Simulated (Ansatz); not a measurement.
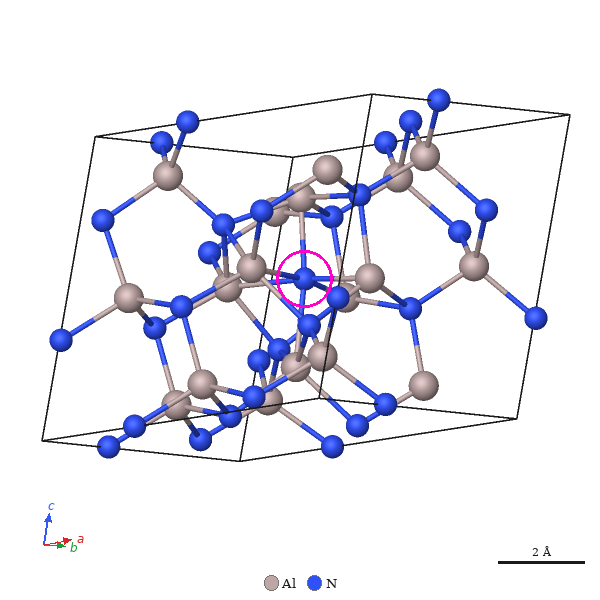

The structure above is drawn in ball-and-stick style and viewed from a general direction. The lines enclose the supercell; boundary atoms appear with their images. The host is AlN, in a cell of 36 sites, and the cell carries a charge of -3. A ring marks the defect's site.

Q: Describe the defect.

A: An interstitial nitrogen atom. It is bonded to six Al in a distorted octahedral arrangement at about 1.9 to 2.1 Å.

The atoms were relaxed in the host's cell with DFT PBE, scalar-relativistic, plane waves, PAW in Ansatz.
